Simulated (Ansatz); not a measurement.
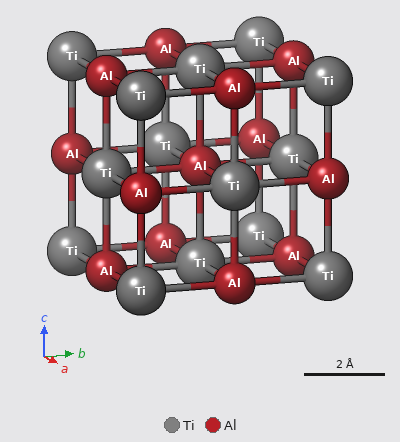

Fig. 1: The structure as given in the input (ball-and-stick view of the cell 4 times as large as that of the calculation, set on its symmetry axes, seen slightly off an axis). An atom can appear more than once, as a periodic image.

Single-point calculation of TiAl

TiAl (Fm-3m, 2 atoms in the cell), computed with DFT PBEsol, scalar-relativistic, plane waves, PAW, no spin polarisation (Ansatz 0.2.0).

The structure derives from a Materials Project entry. It belongs to a series of runs on one base structure; here: ratio of the length along [111] to the lengths across it x 2.0, volume and fractional coordinates fixed.

Input
```yaml
crystal:
  lattice:
    - [3.3642996919, 0.841074923, 0.841074923]
    - [0.841074923, 3.3642996919, 0.841074923]
    - [0.841074923, 0.841074923, 3.3642996919]
  atoms:
    - { symbol: Ti, position: [0.0, 0.0, 0.0] }
    - { symbol: Al, position: [0.5, 0.5, 0.5] }
basis:
  ecutwfc: 420
kpoints:
  mp_grid: { grid: [16, 16, 16] }
hamiltonian:
  xc: pbesol
scf:
  occupations: { method: gaussian, width: 0.15 }
output:
  forces: true
  stress: true
  eigenvalues: true
  write_density: true
  write_potential: true
  elf: true
  volumetric_format: npy
```

Run on 1 thread of AMD EPYC (Zen 5), 32 GiB of memory available, shared host.

Run as:
```bash
ansatz run input.yaml --threads 1 --pin off --max-ram 2560MiB --backend cpu --events-out ev --progress --plain --runs-dir out
```

Output
```
Engine: ansatz 0.2.0, x86_64-unknown-linux-gnu
Pseudopotentials: kind: paw
Pseudopotential: Ti, paw, valence charge 12, recommended cutoff 420 eV (normal), Ti.paw.azcp
Pseudopotential: Al, paw, valence charge 3, recommended cutoff 420 eV (normal), Al.paw.azcp
Functional definition: PBEsol
  exchange = pbesol_x
  correlation = pbesol_c
Crystal: 2 atoms, lattice volume = 32.129 Å³
Basis set: ecut = 420 eV, 609 PW (Γ), exchange–correlation on 48×48×48 points (8 copies of the dense FFT grid, shifted against one another)
Bands: 12, of which v1, the nominal top of the filled ones, is band 8 counted from 1 (7 counted from 0)
Symmetry: 48 space group operations
Space group: Fm-3m (ITA 225), of the structure as read, at distance tolerance 3.2e-5 Å
k-points: 145 of 4096
Non-local potential: Ti, projectors of the file, l = 0: 3, l = 1: 2, l = 2: 3, l = 3: 1
Non-local potential: Al, projectors of the file, l = 0: 2, l = 1: 2, l = 2: 1
PAW form: soft (Blöchl's): semilocal exchange-correlation on the pseudo side does not see the compensation charge
PAW frozen core: Ti, regenerated for the run's functional, and the local potential with it (the file was generated under x = pbe(κ = 0.804, μ = 0.2195149727645171), c = pbe(β = 0.06672455060314922))
PAW frozen core: Al, regenerated for the run's functional, and the local potential with it (the file was generated under x = pbe(κ = 0.804, μ = 0.2195149727645171), c = pbe(β = 0.06672455060314922))
PAW one-centre angular grid: Ti, 590 points (default); XC on 64 Gauss nodes
PAW one-centre angular grid: Al, 110 points (default); XC on 64 Gauss nodes
Initial density: superposition of atomic densities (neutral atoms: chi_scale 0, normalization atom), corrected by the library's trained network
Initial wavefunctions: pseudopotential atomic-orbital guess
Functional: x = pbesol(κ = 0.804, μ = 0.12345679012345678), c = pbesol(β = 0.046)
SCF iter   1: F=—  HF=-2997.802050 eV  |F-HF|=—  |Δ(HF+E_count)|=         —  Δρ=5.19e-3  dr2=6.80e-3  ethr=1.77e-3  ⟨swp⟩=5.0  Hψ=8698  notcnv=0
preconditioner: auto → none  [metal: Δε(μ)=0.015 eV  Ē_g=5.239 eV  σ=0.150 eV  W_gap=0.06  n_scr=8 (ndim 8)  ℏωp=17.3 eV  f_vac=0.000  D(μ)=2.15/eV (n_scr^D=14)  sad-step TF]
SCF iter   2: F=—  HF=-2997.801182 eV  |F-HF|=—  |Δ(HF+E_count)|=   8.68e-4  Δρ=3.30e-3  dr2=3.51e-3  ethr=4.53e-5  ⟨swp⟩=1.0  Hψ=2900  notcnv=0
SCF iter   3: F=—  HF=-2997.800365 eV  |F-HF|=—  |Δ(HF+E_count)|=   8.16e-4  Δρ=4.16e-4  dr2=2.33e-5  ethr=2.34e-5  ⟨swp⟩=2.0  Hψ=2067  notcnv=0
SCF iter   4: F=—  HF=-2997.800341 eV  |F-HF|=—  |Δ(HF+E_count)|=   2.43e-5  Δρ=6.04e-5  dr2=7.38e-7  ethr=1.55e-7  ⟨swp⟩=2.3  Hψ=2385  notcnv=0
iter 5 did not close the SCF: its close was put off for the readings that it lacked (scf_convergence_deferred on its scf_iter line)
SCF iter   5: F=-2997.800341 eV  HF=-2997.800341 eV  |F-HF|=7.09e-10  |Δ(HF+E_count)|=   6.05e-9  Δρ=7.13e-6  dr2=8.68e-9  ethr=4.92e-9  ⟨swp⟩=2.2  Hψ=2270  notcnv=0
SCF iter   6: F=-2997.800341 eV  HF=-2997.800341 eV  |F-HF|=1.91e-11  |Δ(HF+E_count)|=   1.71e-9  Δρ=5.10e-7  dr2=3.64e-11  ethr=5.78e-11  ⟨swp⟩=4.3  Hψ=7913  notcnv=0
SCF 1 converged in 6 iterations: F = -2997.800341 eV  dr2 = 3.64e-11
  greatest PAW one-centre occupation: 0.999 electrons in one spin orbital (limit 2), on the Ti atom at site 0 (counted from 0), in its partial waves of l = 0
SCF converged after 6 iterations
Free energy (F): -2997.800341 eV
Harris-Foulkes:  -2997.800341 eV  (|F-HF|=1.91e-11)
Internal energy: -2997.776295 eV  (E = F + TS)
E sigma→0 (E₀):  -2997.788318 eV
Entropy (-TS):   -0.024046 eV (-12.023 meV/atom)
Fermi energy:    10.579849 eV
--- Per-component energies (eV) ---
  E_band       = -165.273541
  E_kinetic    = 298.965408
  E_local      = -1023.466079  (includes V_loc(G=0)·N_el)
  E_nonlocal   = 23.327173
  E_hartree    = 432.114082
  E_xc         = -137.027637
  E_vxc        = -151.773954  (∫ρ·V_xc dr)
  E_paw        = -1479.092599  (= ΣΔE_a)
  E_vpaw       = -176.554451  (= ΣTr[D̂ρ^β])
  E_aug_tail   = 0.000106  (compensation charges beyond the density's cutoff)
  E_ewald      = -1112.755273
  E_core_change = 0.158523  (= ΣΔE_core)
  E_smearing   = -0.024046  (= −TS)
  E_closure    = 0.000000  (closes the sum)
  Σ components = -2997.800341   (vs F -2997.800341, Δ=0.00e0)
--- Forces (eV/Å), atoms counted from 1 ---
  atom   1  Ti     0.00000000     0.00000000    -0.00000000
  atom   2  Al     0.00000000     0.00000000     0.00000000
  max |Σ_I F_I| component: 1.64e-31 eV/Å
--- Stress (GPa, compression-positive) ---
       11.676575       0.000000      -0.000000
        0.000000      11.676575       0.000000
        0.000000       0.000000      11.676575
  P = ⅓ Tr σ = 11.6766 GPa (116.766 kbar)
--- Band table (eV; the first three rows and the last of 145) ---
  k-point 0: bands = ["-45.4332", "-21.8164", "-21.8164", "-21.8164", "2.2086", "10.9490", "10.9490", "10.9490", "11.4335", "11.4335", "17.1534", "17.1534"]
  k-point 1: bands = ["-45.4328", "-21.8206", "-21.8170", "-21.8170", "2.2840", "10.8581", "10.9715", "10.9715", "11.3912", "11.3912", "16.9330", "17.2634"]
  k-point 2: bands = ["-45.4316", "-21.8327", "-21.8188", "-21.8188", "2.5081", "10.5925", "10.9609", "10.9609", "11.3623", "11.3623", "16.3767", "17.5609"]
  k-point 144: bands = ["-45.4196", "-21.8862", "-21.8862", "-21.8591", "6.6626", "8.6083", "8.6083", "9.9237", "13.1581", "13.3012", "13.4352", "13.4352"]
```

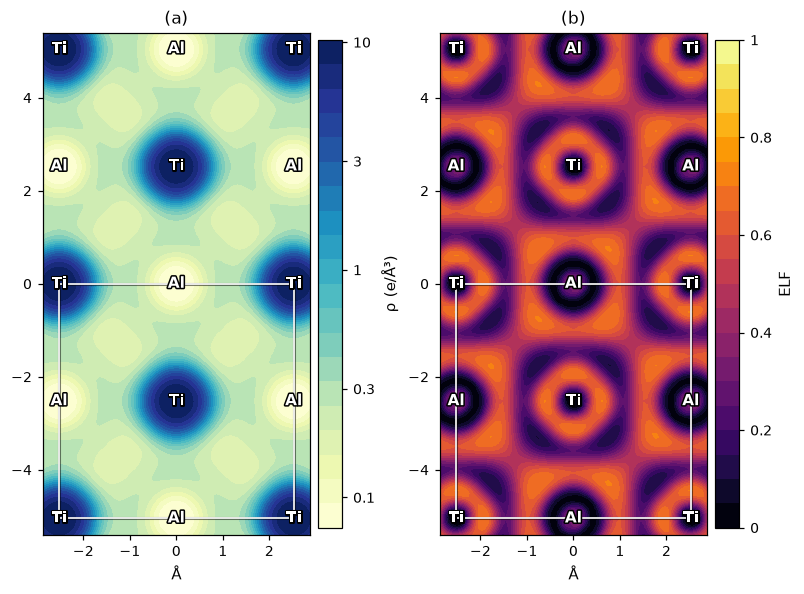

Fig. 2: (a) valence electron density; (b) electron localisation function on the (100) plane of the conventional cell. Atoms in the plane: Ti and Al. Away from the nuclei the density in this plane falls to 0.17 e/Å³ at its lowest. The strong features right at Ti lie inside the PAW spheres (semicore, d or f shells) and say nothing about bonding. Core electrons are frozen (PAW), so the fields are smoothed inside the atomic spheres.

Summary

```json
{"quantity": "outcome", "value": "converged"}
{"quantity": "space group (tolerance 0.01 Å)", "value": "Fm-3m (225)"}
{"quantity": "electrons treated", "value": "15"}
{"quantity": "free energy", "value": "−2997.8003 eV"}
{"quantity": "Fermi energy", "value": "10.580 eV"}
{"quantity": "gap on the k-point mesh", "value": "none (metallic)"}
{"quantity": "pressure", "value": "11.68 GPa"}
{"quantity": "largest force (length of the vector)", "value": "under 0.001 eV/Å"}
{"quantity": "wall time", "value": "1.4 s"}
{"quantity": "peak memory", "value": "0.38 GiB"}
```

The cell is under a pressure of 11.7 GPa at this level, so it is not at its equilibrium volume.
